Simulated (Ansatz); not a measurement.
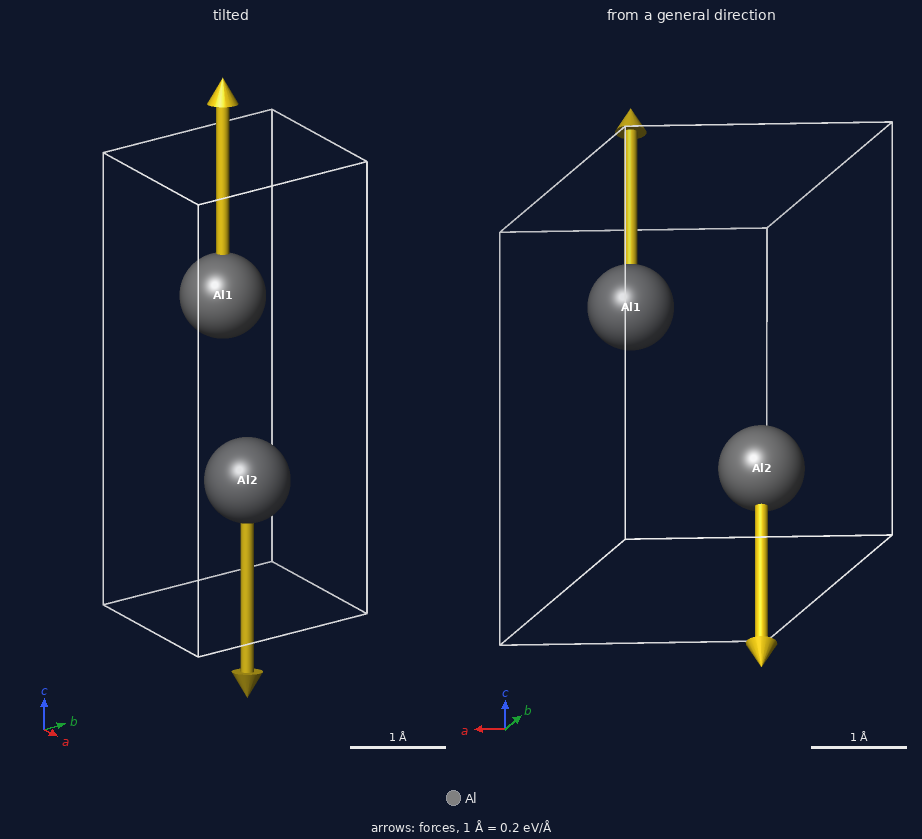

The figure gives a spheres-only picture of the atoms, viewed slightly off an axis and from a general direction. Thin lines show the simulation cell, with boundary atoms drawn in all their periodic places. The arrows are the computed forces on the atoms.

System: Al. Electronic-structure method: DFT PBEsol+D3(BJ), scalar-relativistic, plane waves, PAW in Ansatz 0.2.0. Parameters: a kinetic-energy cutoff of 420 eV, Brillouin-zone sampling on an 18×18×10 mesh, Gaussian smearing of 0.15 eV, no spin polarisation.

Would an optimiser stop at this geometry?

Answer. No. The atoms still feel forces of up to about 0.38 eV/Å, far above a usual threshold of 0.01 to 0.03 eV/Å.

Which atom feels the largest force?

Answer. Al1 and Al2, about 0.38 eV/Å.

The structure comes from a structure listed in the Materials Project. The cell was then strained or its atoms displaced on purpose. An electronic-structure calculation with Ansatz was run on it.
